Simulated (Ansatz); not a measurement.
## Mending a single-point calculation on Si

System: Si (I4₁/amd, 2 atoms in the cell).
Method of the first run: DFT, r2SCAN, plane waves, PAW, no spin polarisation (Ansatz 0.2.0).

The structure derives from an entry of the Crystallography Open Database. Some settings of this run were made unusual or wrong on purpose. Text and figures count atoms from 1; the logs count them from 0 in places.

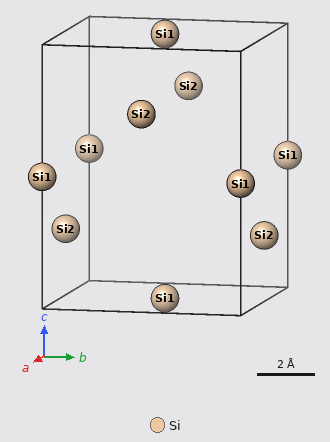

Fig. 1: The structure as given in the input (ball-and-stick view of the cell 2 times as large as that of the calculation, set on its symmetry axes, seen slightly off an axis; atoms are numbered from 1 in the order of the input).

### Input, the first run
```yaml
crystal:
  lattice:
    - [0.0, 4.74663244, 5.13149453]
    - [5.13149453, 0.0, 5.13149453]
    - [5.13149453, 4.74663244, 0.0]
  atoms:
    - { symbol: Si, position: [0.5, 0.5, 0.5] }
    - { symbol: Si, position: [0.75, 0.75, 0.75] }
basis:
  ecutwfc: 500
kpoints:
  mp_grid: { grid: [10, 10, 10] }
hamiltonian:
  xc: r2scan
scf:
  occupations: { method: gaussian, width: 0.05 }
  max_iter: 80
output:
  forces: true
  eigenvalues: true
  stress: true
```

Command:
```bash
ansatz run input.yaml --threads 1 --pin off --max-ram 2560MiB --backend cpu --events-out ev --progress --plain --runs-dir out
```

Hardware: 1 thread of Intel Xeon (Granite Rapids), 192 GiB of memory available, shared host.

### Output, shortened to warnings, some set-up lines, iterations and results (the first run)
```
Basis set: ecut = 500 eV, 6413 PW (Γ), exchange–correlation on 216×216×216 points (64 copies of the dense FFT grid, shifted against one another)
Symmetry: 16 space group operations
k-points: 102 of 1000
Initial density: superposition of atomic densities (neutral atoms: chi_scale 0, normalization atom), corrected by the library's trained network
[...]
SCF iter   1: F=—  HF=-1268.777467 eV  |F-HF|=—  |Δ(HF+E_count)|=         —  Δρ=2.80e-3  dr2=3.71e-2  dr2_τ=7.82e-4  ethr=1.77e-3  ⟨swp⟩=6.6  Hψ=7072  notcnv=0
SCF iter   2: F=—  HF=-1268.827987 eV  |F-HF|=—  |Δ(HF+E_count)|=   5.05e-2  Δρ=9.25e-4  dr2=4.58e-3  dr2_τ=2.97e-5  ethr=4.63e-4  ⟨swp⟩=2.5  Hψ=2400  notcnv=0
SCF iter   3: F=—  HF=-1268.829102 eV  |F-HF|=—  |Δ(HF+E_count)|=   1.11e-3  Δρ=3.02e-4  dr2=6.32e-4  dr2_τ=1.48e-6  ethr=5.73e-5  ⟨swp⟩=2.6  Hψ=1529  notcnv=0
SCF iter   4: F=—  HF=-1268.829322 eV  |F-HF|=—  |Δ(HF+E_count)|=   2.20e-4  Δρ=6.38e-5  dr2=2.38e-5  dr2_τ=1.42e-7  ethr=7.90e-6  ⟨swp⟩=2.5  Hψ=1245  notcnv=0
SCF iter   5: F=—  HF=-1268.829362 eV  |F-HF|=—  |Δ(HF+E_count)|=   4.00e-5  Δρ=1.75e-5  dr2=1.63e-6  dr2_τ=7.05e-9  ethr=2.97e-7  ⟨swp⟩=2.0  Hψ=1238  notcnv=0
SCF iter   6: F=-1268.829364 eV  HF=-1268.829364 eV  |F-HF|=1.42e-7  |Δ(HF+E_count)|=   2.09e-6  Δρ=3.48e-6  dr2=4.40e-8  dr2_τ=4.93e-10  ethr=1.25e-9  ⟨swp⟩=5.0  Hψ=5071  …
SCF 1 converged in 6 iterations: F = -1268.829364 eV  dr2 = 4.40e-8
SCF converged after 6 iterations
Free energy (F): -1268.829364 eV
Harris-Foulkes:  -1268.829364 eV  (|F-HF|=1.42e-7)
Internal energy: -1268.822766 eV  (E = F + TS)
E sigma→0 (E₀):  -1268.826065 eV
Entropy (-TS):   -0.006598 eV (-3.299 meV/atom)
Fermi energy:    -2.836430 eV
--- Per-component energies (eV) ---
  E_band       = -50.214472
  E_kinetic    = 62.767855
  E_local      = -177.885807  (includes V_loc(G=0)·N_el)
  E_nonlocal   = 49.576869
  E_hartree    = 48.478088
  E_xc         = -91.061137
  E_vxc        = -83.886930  (∫ρ·V_xc dr)
  E_paw        = -1036.318633  (= ΣΔE_a)
  E_vpaw       = -2.179366  (= ΣTr[D̂ρ^β])
  E_aug_tail   = 0.000012  (compensation charges beyond the density's cutoff)
  E_vtau       = 4.436271  (kinetic-family band-sum trace: ∫τ·v_τ [+ j·A + Jᵃ·Aᵃ] dr)
  E_ewald      = -124.227147
  E_core_change = -0.152866  (= ΣΔE_core)
  E_smearing   = -0.006598  (= −TS)
  E_closure    = 0.000000  (closes the sum)
  Σ components = -1268.829364   (vs F -1268.829364, Δ=0.00e0)
--- Forces (eV/Å), atoms counted from 1 ---
  atom   1  Si    -0.00000000     0.00000000    -0.00000000
  atom   2  Si     0.00000000     0.00000000     0.00000000
  max |Σ_I F_I| component: 0.00e0 eV/Å
--- Stress (GPa, compression-positive) ---
       -2.406421       0.000000       0.000000
        0.000000      -2.086794       0.000000
        0.000000       0.000000      -2.406421
  P = ⅓ Tr σ = -2.2999 GPa (-22.999 kbar)
```

### Diagnose this run and give a change of the input that cures it.

This input holds a deliberate fault: a lattice typed in bohr (`crystal.lattice`). Numbers in bohr are read as ångström, so the cell is 1.89 times too large and the atoms hardly bond. The program still converged, but the numbers can't be taken as results for the intended system.

A run of the same system that converges differs from this input as follows (lines with − go, lines with + come):
```diff
-    - [0.0, 4.74663244, 5.13149453]
-    - [5.13149453, 0.0, 5.13149453]
-    - [5.13149453, 4.74663244, 0.0]
+    - [0.0, 2.3081495, 2.71547]
+    - [2.71547, 0.0, 2.71547]
+    - [2.71547, 2.3081495, 0.0]
-  max_iter: 80
```

### Output, shortened to warnings, some set-up lines, iterations and results (the second run)
```
Basis set: ecut = 500 eV, 861 PW (Γ), exchange–correlation on 108×120×108 points (64 copies of the dense FFT grid, shifted against one another)
Symmetry: 16 space group operations
k-points: 102 of 1000
Initial density: superposition of atomic densities (neutral atoms: chi_scale 0, normalization atom), corrected by the library's trained network
[...]
SCF iter   1: F=—  HF=-1277.580917 eV  |F-HF|=—  |Δ(HF+E_count)|=         —  Δρ=4.26e-3  dr2=4.14e-3  dr2_τ=2.07e-2  ethr=1.77e-3  ⟨swp⟩=6.0  Hψ=7463  notcnv=0
SCF iter   2: F=—  HF=-1277.605867 eV  |F-HF|=—  |Δ(HF+E_count)|=   2.50e-2  Δρ=3.14e-3  dr2=2.38e-3  dr2_τ=1.53e-5  ethr=5.17e-5  ⟨swp⟩=2.0  Hψ=2446  notcnv=0  defer=2
SCF iter   3: F=—  HF=-1277.605930 eV  |F-HF|=—  |Δ(HF+E_count)|=   6.28e-5  Δρ=3.94e-4  dr2=2.28e-5  dr2_τ=3.57e-6  ethr=2.98e-5  ⟨swp⟩=1.0  Hψ=815  notcnv=0  defer=2
SCF iter   4: F=—  HF=-1277.605975 eV  |F-HF|=—  |Δ(HF+E_count)|=   4.50e-5  Δρ=2.27e-4  dr2=7.69e-6  dr2_τ=8.04e-8  ethr=2.85e-7  ⟨swp⟩=2.0  Hψ=1219  notcnv=0  defer=2
SCF iter   5: F=-1277.605982 eV  HF=-1277.605982 eV  |F-HF|=8.96e-11  |Δ(HF+E_count)|=   6.62e-6  Δρ=1.05e-5  dr2=5.52e-8  dr2_τ=8.36e-10  ethr=9.61e-8  ⟨swp⟩=2.1  Hψ=1225  …
SCF iter   6: F=-1277.605982 eV  HF=-1277.605982 eV  |F-HF|=8.39e-9  |Δ(HF+E_count)|=  4.32e-12  Δρ=6.98e-6  dr2=9.61e-9  dr2_τ=1.93e-10  ethr=6.90e-10  ⟨swp⟩=2.3  Hψ=3241  …
SCF 1 converged in 6 iterations: F = -1277.605982 eV  dr2 = 9.61e-9
SCF converged after 6 iterations
Free energy (F): -1277.605982 eV
Harris-Foulkes:  -1277.605982 eV  (|F-HF|=8.39e-9)
Internal energy: -1277.605518 eV  (E = F + TS)
E sigma→0 (E₀):  -1277.605750 eV
Entropy (-TS):   -0.000464 eV (-0.232 meV/atom)
Fermi energy:    7.992354 eV
--- Per-component energies (eV) ---
  E_band       = 17.826641
  E_kinetic    = 86.530891
  E_local      = -41.533150  (includes V_loc(G=0)·N_el)
  E_nonlocal   = 52.526674
  E_hartree    = 12.340026
  E_xc         = -105.547204
  E_vxc        = -102.945120  (∫ρ·V_xc dr)
  E_paw        = -1039.571235  (= ΣΔE_a)
  E_vpaw       = -5.455084  (= ΣTr[D̂ρ^β])
  E_aug_tail   = 0.000009  (compensation charges beyond the density's cutoff)
  E_vtau       = 4.022796  (kinetic-family band-sum trace: ∫τ·v_τ [+ j·A + Jᵃ·Aᵃ] dr)
  E_ewald      = -242.198664
  E_core_change = -0.152866  (= ΣΔE_core)
  E_smearing   = -0.000464  (= −TS)
  E_closure    = -0.000000  (closes the sum)
  Σ components = -1277.605982   (vs F -1277.605982, Δ=0.00e0)
--- Forces (eV/Å), atoms counted from 1 ---
  atom   1  Si     0.00000000     0.00000000    -0.00000000
  atom   2  Si    -0.00000000     0.00000000     0.00000000
  max |Σ_I F_I| component: 6.78e-18 eV/Å
--- Stress (GPa, compression-positive) ---
       18.114137       0.000000       0.000000
        0.000000      27.099951       0.000000
        0.000000       0.000000      18.114137
  P = ⅓ Tr σ = 21.1094 GPa (211.094 kbar)
```

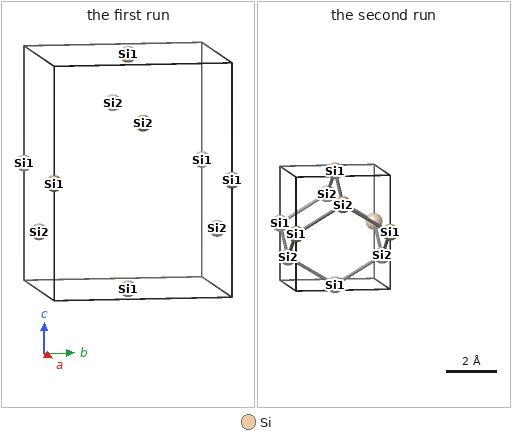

Fig. 2: The two input geometries at one scale (ball-and-stick view of the cell 2 times as large as that of the calculation, set on its symmetry axes, seen at an oblique angle). The atoms keep their places relative to the cell (all moves are under 0.005 Å). The drawn cell changes as follows: a = b 7.257 → 3.840 Å (−47.1 %), c 9.493 → 4.616 Å (−51.4 %); the volume changes by −86.4 %. Among the contacts that change: Si1–Si2 4.336 → 2.240 Å.

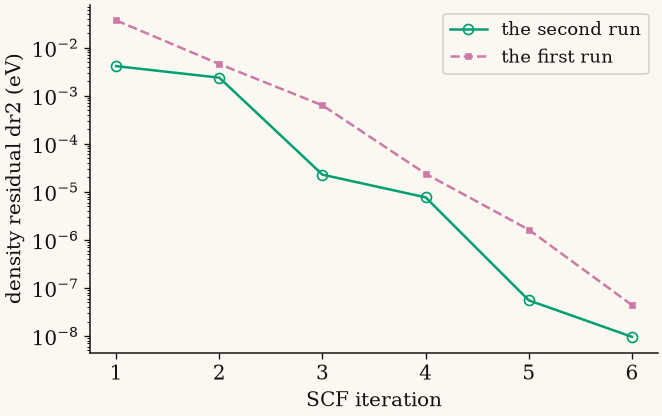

Fig. 3: Convergence of the two runs: density residual dr2 against the SCF iteration. The second run takes 6 iterations in all, and the first run takes 6.

### The two runs side by side

| quantity | the first run | the second run |
| --- | --- | --- |
| outcome | converged | converged |
| free energy per atom (eV) | −634.4147 | −638.8030 |
| energy per atom, smearing taken to zero (eV) | −634.4130 | −638.8029 |
| gap on the mesh (eV) | 0.00 | 0.00 |
| pressure (GPa) | −2.30 | 21.11 |
| volume per atom (Å³) | 124.99 | 17.02 |
| largest force (eV/Å) | 0.000 | 0.000 |
| SCF iterations | 6 | 6 |
| irreducible k-points | 102 | 102 |
| plane waves at Γ | 6413 | 861 |
| wall time (shared host) | 14 s | 2.1 s |

With the same functional and potentials, the second run lies 4388.3 meV per atom lower. The pressure goes from −2.30 to 21.11 GPa. The volume per atom goes from 124.99 to 17.02 Å³. The number of SCF iterations is the same. The plane waves at Γ go from 6413 to 861. On the same kind of shared host the second run took about 0.15 times as long.

Notes on the second run: The cell is under a pressure of 21 GPa at this level, so it is not at its equilibrium volume.
